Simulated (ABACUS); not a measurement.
## GaP: single-point calculation (part 1 of 3)

- system: GaP (2 atoms in the cell)
- method: Kohn-Sham DFT of a periodic cell, HSE-type, SG15 ONCV 1.2 PBE, no spin polarisation (ABACUS 3.10.1)

The structure derives from an entry of the Crystallography Open Database. It belongs to a series of runs on one base structure; here: exact_exchange_share = 0.1.

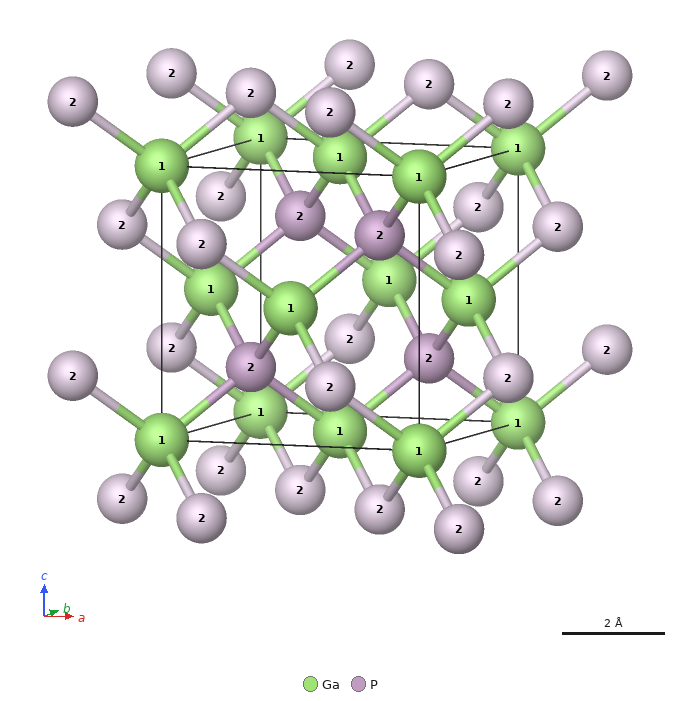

**Figure 1.** The structure as given in the input (ball-and-stick view of the cell 4 times as large as that of the calculation, set on its symmetry axes, seen slightly off an axis; neighbours outside the cell are drawn fainter; atoms are numbered from 1 in the order of the input). An atom can appear more than once, as a periodic image.

### Input
```
INPUT_PARAMETERS
suffix              GaP
calculation         scf
basis_type          lcao
pseudo_dir          ./
orbital_dir         ./
symmetry            1
dft_functional      hse
ecutwfc             100
pseudo_rcut         7
nspin               1
nbands              13
ks_solver           genelpa
smearing_method     fd
smearing_sigma      0.00367493
scf_thr             1e-07
scf_nmax            100
mixing_type         broyden
mixing_beta         0.7
exx_hybrid_alpha    0.1
exx_hse_omega       0.11
exx_separate_loop   1
scf_ene_thr         1e-05
exx_pca_threshold   0.001
out_mul             1
out_chg             1
out_pot             2
out_elf             1
```

### File STRU
```
ATOMIC_SPECIES
Ga 69.7230 Ga_ONCV_PBE-1.2.upf
P 30.9738 P_ONCV_PBE-1.2.upf

NUMERICAL_ORBITAL
Ga_confined-atom_8au_2s2p2d.orb
P_confined-atom_7au_2s2p1d.orb

LATTICE_CONSTANT
1.8897261246

LATTICE_VECTORS
0.0000000000 2.7252500000 2.7252500000
2.7252500000 0.0000000000 2.7252500000
2.7252500000 2.7252500000 0.0000000000

ATOMIC_POSITIONS
Direct

Ga
0.0
1
0.0000000000 0.0000000000 0.0000000000 1 1 1

P
0.0
1
0.7500000000 0.7500000000 0.7500000000 1 1 1
```

### File KPT
```
K_POINTS
0
Gamma
4 4 4 0 0 0
```

Command:
```bash
OMP_NUM_THREADS=8 abacus > log
```

### Log
```
ABACUS v3.10.1

               Atomic-orbital Based Ab-initio Computation at UStc

 ------------------------------------------------------------------------------------

 READING GENERAL INFORMATION
                           global_out_dir = OUT.GaP/
                           global_in_card = INPUT
                               pseudo_dir = ./
                              orbital_dir = ./
                                    DSIZE = 1
                                    GSIZE = 1

 READING UNITCELL INFORMATION
                                    ntype = 2
                  lattice constant (Bohr) = 1.88973
              lattice constant (Angstrom) = 1

 READING ATOM TYPE 1
                               atom label = Ga
                      L=0, number of zeta = 2
                      L=1, number of zeta = 2
                      L=2, number of zeta = 2
             number of atom for this type = 1

 READING ATOM TYPE 2
                               atom label = P
                      L=0, number of zeta = 2
                      L=1, number of zeta = 2
                      L=2, number of zeta = 1
             number of atom for this type = 1

                        TOTAL ATOM NUMBER = 2
DIRECT COORDINATES
    atom                   x                   y                   z     mag                  vx                  vy                  vz
taud_Ga1            0.0000000000        0.0000000000        0.0000000000  0.0000        0.0000000000        0.0000000000        0.0000000000
taud_P1            0.7500000000        0.7500000000        0.7500000000  0.0000        0.0000000000        0.0000000000        0.0000000000

                          Volume (Bohr^3) = 273.178
                             Volume (A^3) = 40.4807

 Lattice vectors: (Cartesian coordinate: in unit of a_0)
                   +0            +2.72525            +2.72525
             +2.72525                  +0            +2.72525
             +2.72525            +2.72525                  +0
 Reciprocal vectors: (Cartesian coordinate: in unit of 2 pi/a_0)
            -0.183469           +0.183469           +0.183469
            +0.183469           -0.183469           +0.183469
            +0.183469           +0.183469           -0.183469
 The esolver type has been set to : ksdft_lcao

                PAO radial cut off (Bohr) = 7

 Read in pseudopotential file is Ga_ONCV_PBE-1.2.upf
                     pseudopotential type = NC
          exchange-correlation functional = PBE
                 nonlocal core correction = 0
                        valence electrons = 13
                                     lmax = 2
                           number of zeta = 0
                     number of projectors = 6
                           L of projector = 0
                           L of projector = 0
                           L of projector = 1
                           L of projector = 1
                           L of projector = 2
                           L of projector = 2
 XC functional updated to : hse
          exchange-correlation functional = HSE
                PAO radial cut off (Bohr) = 7

 Read in pseudopotential file is P_ONCV_PBE-1.2.upf
                     pseudopotential type = NC
          exchange-correlation functional = PBE
                 nonlocal core correction = 0
                        valence electrons = 5
                                     lmax = 1
                           number of zeta = 0
                     number of projectors = 4
                           L of projector = 0
                           L of projector = 0
                           L of projector = 1
                           L of projector = 1
 XC functional updated to : hse
          exchange-correlation functional = HSE
     initial pseudo atomic orbital number = 0

 SETUP THE ELECTRONS NUMBER
            electron number of element Ga = 13
      total electron number of element Ga = 13
             electron number of element P = 5
       total electron number of element P = 5
            AUTOSET number of electrons:  = 18
                           occupied bands = 9
                                   NLOCAL = 31
                                   NBANDS = 13
                                   NBANDS = 13
                                   NLOCAL = 31

%%%%%%%%%%%%%%%%%%%%%%%%%%%%%%%%%%%%%%%%%%%%%%%%%%%%%%%%%%%%%%%%%%%%%%%%%%%%%%%%%%%%%%%%%%%%%%%%%%%%%%%%%%
 Warning: the number of valence electrons in pseudopotential > 3 for Ga: [Ar] 3d10 4s2 4p1
 Pseudopotentials with additional electrons can yield (more) accurate outcomes, but may be less efficient.
 If you're confident that your chosen pseudopotential is appropriate, you can safely ignore this warning.
%%%%%%%%%%%%%%%%%%%%%%%%%%%%%%%%%%%%%%%%%%%%%%%%%%%%%%%%%%%%%%%%%%%%%%%%%%%%%%%%%%%%%%%%%%%%%%%%%%%%%%%%%%

 SETUP THE PLANE WAVE BASIS
 energy cutoff for charge/potential (unit:Ry) = 400
            fft grid for charge/potential = [ 48, 48, 48 ]
                        fft grid division = [ 4, 4, 4 ]
        big fft grid for charge/potential = [ 12, 12, 12 ]
                                     nbxx = 1728
                                     nrxx = 110592

 SETUP PLANE WAVES FOR CHARGE/POTENTIAL
                    number of plane waves = 36685
                         number of sticks = 1459

 PARALLEL PW FOR CHARGE/POTENTIAL
     PROC   COLUMNS(POT)             PW
        1           1459          36685
 --------------- sum -------------------
        1           1459          36685
                            number of |g| = 360
                                  max |g| = 36.0846
                                  min |g| = 0

----------- Double Check Mixing Parameters Begin ------------
mixing_type: broyden
mixing_beta: 0.7
mixing_gg0: 1
mixing_gg0_min: 0.1
mixing_ndim: 8
----------- Double Check Mixing Parameters End ------------

 LATTICE VECTORS: (CARTESIAN COORDINATE: IN UNIT OF A0)
                   +0            +2.72525            +2.72525
             +2.72525                  +0            +2.72525
             +2.72525            +2.72525                  +0
                       right hand lattice = 1
                                   NORM_A = 3.85409
                                   NORM_B = 3.85409
                                   NORM_C = 3.85409
                           ALPHA (DEGREE) = 60
                           BETA  (DEGREE) = 60
                           GAMMA (DEGREE) = 60

 The lattice vectors have been changed (STRU_SIMPLE.cif)

(for optimal symmetric configuration:)
                             BRAVAIS TYPE = 3
                     BRAVAIS LATTICE NAME = 03. Cubic F (face-centered)
                                    ibrav = 3
                                    IBRAV = 3
                                  BRAVAIS = FACE CENTERED CUBIC
                       LATTICE CONSTANT A = 5.4505
Original cell was already a primitive cell.
                        ROTATION MATRICES = 48
              PURE POINT GROUP OPERATIONS = 24
                   SPACE GROUP OPERATIONS = 24
                                       C2 = 3
                                       C3 = 8
                                       C4 = 0
                                       C6 = 0
                                       S1 = 6
                                       S3 = 0
                                       S4 = 6
                                       S6 = 0
                              POINT GROUP = T_d
                                       C2 = 3
                                       C3 = 8
                                       C4 = 0
                                       C6 = 0
                                       S1 = 6
                                       S3 = 0
                                       S4 = 6
                                       S6 = 0
               POINT GROUP IN SPACE GROUP = T_d

 SETUP K-POINTS
                                    nspin = 1
                   Input type of k points = Monkhorst-Pack(Gamma)
                                   nkstot = 64
                       right hand lattice = 1
(for reciprocal lattice: )
                             BRAVAIS TYPE = 2
                     BRAVAIS LATTICE NAME = 02. Cubic I (body-centered)
                                    ibrav = 2
                       right hand lattice = 1
(for k-lattice: )
                             BRAVAIS TYPE = 2
                     BRAVAIS LATTICE NAME = 02. Cubic I (body-centered)
                                    ibrav = 2
                       right hand lattice = 1
                        ROTATION MATRICES = 48
                               nkstot_ibz = 8
K-POINTS REDUCTION ACCORDING TO SYMMETRY
     IBZ    DIRECT_X    DIRECT_Y    DIRECT_Z  WEIGHT  ibz2bz
       1  0.00000000  0.00000000  0.00000000  0.0156       0
       2  0.25000000  0.25000000  0.25000000  0.1250       1
       3  0.50000000  0.50000000  0.50000000  0.0625       2
       4  0.25000000  0.25000000  0.00000000  0.0938       5
       5  0.50000000  0.50000000  0.25000000  0.3750       6
       6  0.50000000  0.25000000  0.25000000  0.1875       7
       7  0.50000000  0.50000000  0.00000000  0.0469      10
       8  0.50000000  0.25000000 -0.25000000  0.0938      27

                               nkstot now = 8
[... K-POINTS DIRECT COORDINATES: 8 rows ...]

           k-point number in this process = 8
       minimum distributed K point number = 8
[... stars of the k points ...]

[... K-POINTS CARTESIAN COORDINATES: 8 rows ...]

[... K-POINTS DIRECT COORDINATES: 8 rows ...]

 SETUP PLANE WAVES FOR WAVE FUNCTIONS
     energy cutoff for wavefunc (unit:Ry) = 100
              fft grid for wave functions = [ 48, 48, 48 ]
                    number of plane waves = 5601
                         number of sticks = 421

 PARALLEL PW FOR WAVE FUNCTIONS
     PROC   COLUMNS(POT)             PW
        1            421           5601
 --------------- sum -------------------
        1            421           5601

 SET NONLOCAL PSEUDOPOTENTIAL PROJECTORS
 SET NONLOCAL PSEUDOPOTENTIAL PROJECTORS
 max number of nonlocal projetors among all species is 6

 Auxiliary basis functions
		Ga		5 s		4 p		5 d		3 f		3 g
		P		4 s		3 p		3 d		2 f		1 g

 -------------------------------------------
 SELF-CONSISTENT
 -------------------------------------------

 SETUP SEARCHING RADIUS FOR PROGRAM TO SEARCH ADJACENT ATOMS
                  longest orb rcut (Bohr) = 8
   longest nonlocal projector rcut (Bohr) = 2.64
                     search radius (Bohr) = 21.3
              searching radius is (Bohr)) = 21.3
         searching radius unit is (Bohr)) = 1.89
                         PeriodicBoundary = 1
                        Radius(unit:lat0) = 11.3
                                   glayer = [ 5, 5, 5 ]
                             glayer_minus = [ 4, 4, 4 ]

Find the coordinate range of the input atom(unit:lat0).
                                  min_tau = [ -21.8, -21.8, -21.8 ]
                                  max_tau = [ 25.9, 25.9, 25.9 ]
                                BoxNumber = [ 9, 9, 9 ]

 SETUP EXTENDED REAL SPACE GRID FOR GRID INTEGRATION
                          real space grid = [ 48, 48, 48 ]
                 big cell numbers in grid = [ 12, 12, 12 ]
             meshcell numbers in big cell = [ 4, 4, 4 ]
                        extended fft grid = [ 17, 17, 17 ]
                dimension of extened grid = [ 47, 47, 47 ]
                            UnitCellTotal = 125
              Atom number in sub-FFT-grid = 2
    Local orbitals number in sub-FFT-grid = 31
                                ParaV.nnr = 78331
                                 init_chg = atomic

 LCAO ALGORITHM --------------- ION=   1  ELEC=   1--------------------------------
 DeltaE_womix = -1941.72 eV

 Density error is 0.0722044757627
----------------------------------------------------------
     Energy           Rydberg                 eV
----------------------------------------------------------
 E_KohnSham     -144.5038578041      -1966.0758491182
 E_Harris       -146.4113279276      -1992.0283115618
 E_Fermi        0.5956522244         8.1042642776
----------------------------------------------------------

 LCAO ALGORITHM --------------- ION=   1  ELEC=   2--------------------------------
 DeltaE_womix = -8.26906 eV

 Density error is 0.023710413507
```
